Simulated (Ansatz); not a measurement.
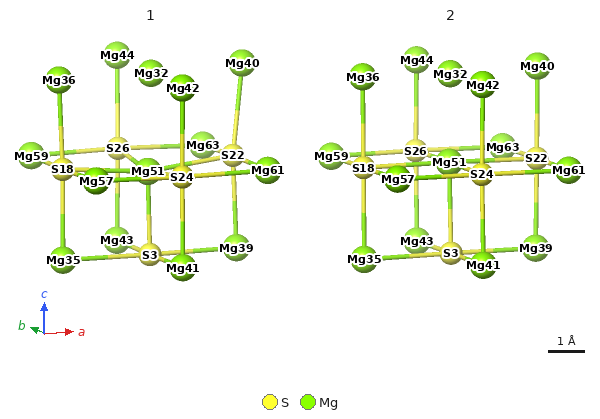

Two geometries of a defect cell of composition S₃₁Mg₃₃ (cell charge +1), drawn at one scale. One is the start of a relaxation, the other its converged end. The picture is a ball-and-stick view of the atoms within 4.2 Å of the atom that moves most (axes of the cell of the calculation (origin shifted)), seen slightly off an axis.

Computed with Ansatz, DFT, PBEsol, PAW, plane waves. Set-up: plane-wave cutoff 420 eV; k-point mesh 1 × 1 × 1; mesh shifted by (0.25, 0.25, 0.25); collinear spin; atoms relaxed in a fixed cell; force threshold 0.03 eV/Å; at most 80 steps.

> Which of the two is the end point?

Structure 1 is the relaxed one. The largest move is that of Mg51, 0.28 Å along [−1 −1 −3]. Largest moves by element: Mg 0.28 Å, S 0.15 Å. The cell stays as it was. Near-neighbour distances that change, for instance: Mg32–Mg51 2.519 → 2.779 Å, Mg32–Mg42 2.577 → 2.799 Å, S3–Mg51 2.591 → 2.386 Å, Mg32–Mg36 2.635 → 2.811 Å. Among the angles between lasting bonds that change: S24–Mg51–S26 179.5° → 168.7°, S18–Mg51–S22 178.9° → 168.6°, S3–Mg51–S24 89.5° → 96.1°. After 3 geometry steps the energy has fallen by 1.553 eV per cell of the calculation. The largest force component goes from 2.2 to 0.024 eV/Å.

Limits of the set-up: the cell is charged, on a uniform background, and energies carry no finite-size correction.
